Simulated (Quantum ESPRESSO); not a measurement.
# Magnetic state of V2O3 (Karelianite) from several starts, part 2 of 2

Wanted: the moments of V2O3 (Karelianite) and the energy of each order that was tried.

Quantum ESPRESSO 7.5; PBEsol; plane waves with GBRV 1.5 PBEsol potentials, no spin-orbit coupling.

So far, absolute magnetization (μB): step 2 (start 1: ferro ++++) 4.95.

**3. Start 2: antiferro +−+− (continued)**

Spin moment in the atom's sphere by atom:

```tsv
atom	spin moment in the atom's sphere (μB)
V1	1.10
V2	-1.10
V3	1.10
V4	-1.10
O5	0.00
O6	0.00
O7	0.00
O8	0.00
O9	0.00
O10	0.00
```

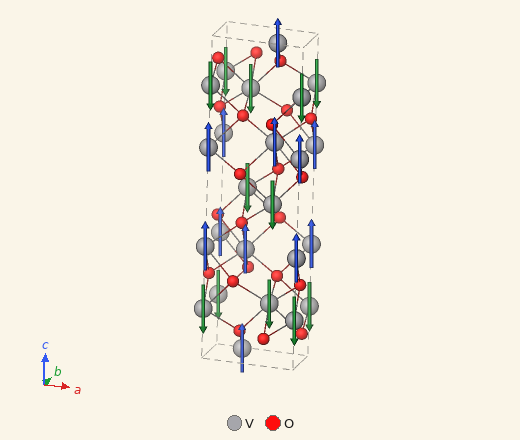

Spin moment in the atom's sphere as arrows, the longest 1.10 μB. Up and down stand for the sign. Arrows give size and sign along the axis of quantisation, drawn up and down the page. The two directions have two colours. Some periodic images of atoms are drawn too.

Read from the output:

* smearing term TS: 0.09519 eV
* magnetization: 0 μB
* absolute magnetization: 6.036 μB
* final state: antiferromagnetic

**4. Start 3: antiferro +−−+**

File pw.in:

```
&CONTROL
  calculation = 'scf'
  prefix = 'pwscf'
  outdir = './tmp'
  pseudo_dir = './pseudo'
  disk_io = 'nowf'
/
&SYSTEM
  ibrav = 0
  celldm(1) = 8
  nat = 10
  ntyp = 3
  ecutwfc = 40
  ecutrho = 280
  nbnd = 58
  occupations = 'smearing'
  smearing = 'fd'
  degauss = 0.00367493
  nspin = 2
  starting_magnetization(1) = 0.1538
  starting_magnetization(2) = -0.1538
  starting_magnetization(3) = 0
/
&ELECTRONS
  conv_thr = 2d-08
  electron_maxstep = 150
  mixing_beta = 0.3
/
ATOMIC_SPECIES
V1     50.9415 v_pbesol_v1.4.uspp.F.UPF
V2     50.9415 v_pbesol_v1.4.uspp.F.UPF
O      15.9990 o_pbesol_v1.2.uspp.F.UPF
CELL_PARAMETERS alat
   0.5848702355717    0.3376749879451    1.1024977165342
  -0.5848702355717    0.3376749879451    1.1024977165342
   0.0000000000000   -0.6753499758902    1.1024977165342
ATOMIC_POSITIONS crystal
V1      0.3463000000    0.3463000000    0.3463000000
V2      0.1537000000    0.1537000000    0.1537000000
V2      0.6537000000    0.6537000000    0.6537000000
V1      0.8463000000    0.8463000000    0.8463000000
O       0.5650000000    0.9350000000    0.2500000000
O       0.2500000000    0.5650000000    0.9350000000
O       0.9350000000    0.2500000000    0.5650000000
O       0.4350000000    0.0650000000    0.7500000000
O       0.7500000000    0.4350000000    0.0650000000
O       0.0650000000    0.7500000000    0.4350000000
K_POINTS automatic
6 6 6 0 0 0
```

The run is started by

```sh
$ OMP_NUM_THREADS=1 mpirun -n 4 pw.x -nk 4 -in pw.in > pw.out
```

The program printed:

```text
     [... lines left out ...]
Program PWSCF v.7.5 starts
     [... lines left out ...]
     number of atoms/cell      =           10
     [... lines left out ...]
     number of electrons       =        88.00
     number of Kohn-Sham states=           58
     kinetic-energy cutoff     =      40.0000  Ry
     charge density cutoff     =     280.0000  Ry
     scf convergence threshold =      2.0E-08
     [... lines left out ...]
      6 Sym. Ops. (no inversion) found ( 3 have fractional translation)
     [... lines left out ...]
     number of k points=    32  Fermi-Dirac smearing, width (Ry)=  0.0037
     [... lines left out ...]
     iteration # 13     ecut=    40.00 Ry     beta= 0.30
     [... lines left out ...]
     Magnetic moment per site  (integrated on atomic sphere of radius R)
     atom   1 (R=0.191)  charge=  9.7372  magn=  1.0846
     atom   2 (R=0.191)  charge=  9.7373  magn= -1.0848
     atom   3 (R=0.191)  charge=  9.7373  magn= -1.0848
     atom   4 (R=0.191)  charge=  9.7372  magn=  1.0846
     atom   5 (R=0.191)  charge=  5.4337  magn=  0.0000
     atom   6 (R=0.191)  charge=  5.4337  magn=  0.0000
     atom   7 (R=0.191)  charge=  5.4337  magn=  0.0000
     atom   8 (R=0.191)  charge=  5.4337  magn=  0.0000
     atom   9 (R=0.191)  charge=  5.4337  magn=  0.0000
     atom  10 (R=0.191)  charge=  5.4337  magn=  0.0000
     [... lines left out ...]
     the Fermi energy is    13.0846 ev
!    total energy              =    -774.12971482 Ry
     estimated scf accuracy    <       0.00000001 Ry
     smearing contrib. (-TS)   =      -0.00544249 Ry
     [... lines left out ...]
     total magnetization       =    -0.00 Bohr mag/cell
     absolute magnetization    =     5.85 Bohr mag/cell
     convergence has been achieved in  13 iterations
```

Wall time 75 s (4 MPI ranks of Intel Xeon Platinum 8488C (Sapphire Rapids), shared host); peak memory 0.67 GiB; 5 min of CPU time.

Spin moment in the atom's sphere by atom:

```tsv
atom	spin moment in the atom's sphere (μB)
V1	1.08
V2	-1.08
V3	-1.08
V4	1.08
O5	0.00
O6	0.00
O7	0.00
O8	0.00
O9	0.00
O10	0.00
```

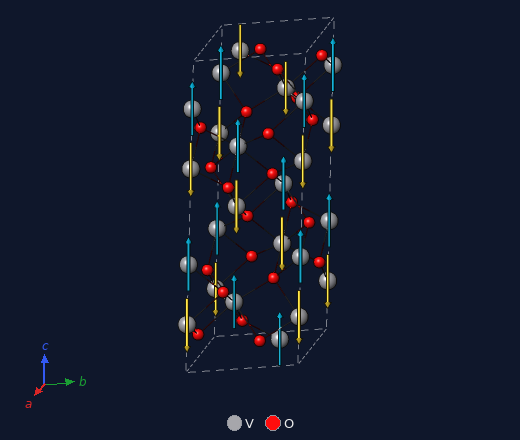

Spin moment in the atom's sphere as arrows, the longest 1.08 μB. Up and down stand for the sign. Arrows give size and sign along the axis of quantisation, drawn up and down the page. The two directions have two colours. Some periodic images of atoms are drawn too.

Numbers from this step:

* smearing term TS: 0.07405 eV
* magnetization: 0 μB
* absolute magnetization: 5.85 μB
* final state: antiferromagnetic

**5. Ranking**

An order is kept where moments of 0.15 μB or more survive with the typed signs; meshes match where a doubled cell samples the same k points as the first cell.

Orders:

```tsv
start	final state	typed order kept	energy over the lowest (meV a seeded atom)	largest site moment (μB)	net moment (μB a cell of the first run)	mesh matched	CPU time (s)
ferro ++++	ferromagnetic	yes	29	0.9006	4.733	yes	322.4
antiferro +-+-	antiferromagnetic	yes	50.59	1.104	0	yes	365.3
antiferro +--+	antiferromagnetic	yes	0	1.085	0	yes	298
```

**6. A Heisenberg model**

E = −Σ J e·e over ordered pairs of unit vectors, so each pair counts twice. As many shells are taken as there are differences of energy, so the couplings are solved for and no residual tests the model; further shells are folded in, and shells whose pairs keep their relative signs in all orders cancel and are not probed. Couplings from the energies:

```tsv
pair	distance (Å)	neighbours an atom	J (meV)
V-V	2.697	1	10.8
V-V	2.882	3	-8.431
```

**7. Results**

```json
{
  "lowest state found": "antiferromagnetic (from antiferro +--+)",
  "largest site moment": "1.08 μB",
  "next state with moments": "ferromagnetic, 29.0 meV a seeded atom higher",
  "J of the weightiest shell (V-V, 2.88 Å; E = −Σ J e·e, ordered pairs)": "-8.43 meV"
}
```

What this shows: The smearing terms TS of the orders run from 9.7 to 24 meV a seeded atom, so the differences would change at a smaller width: an order with a larger TS is lowered more by the smearing. The largest moment changes by 18 % between the kept orders, so a model of rigid spins is rough here. Only these 3 starts were compared; other wavevectors, canted and longer-period orders were not. No Hubbard term acts here. In such compounds local and semilocal functionals without one often delocalise the d electrons, and can shrink or lose moments and miss the size, sign and order of the couplings. The smearing term is large for its width, so states at the Fermi level are partly filled: at this level the cell is a metal or has a gap of a few widths at most.

[Logs and program files are shortened in this print: banners, set-up blocks, solver, clock and traceback lines can be left out without a mark of their own.]

[Logs are printed without paths, hosts, clocks, repeated set-up lines and the standing remarks that a program may print on its own settings, such as how far it seeks lower states.]

[Hosts, paths, dates, database ids (printed as entryN), source tags and the programs' standing remarks are cut or masked in the printed files.]

[Where a cell is said to come from a database of computed structures, the database is the Materials Project.]
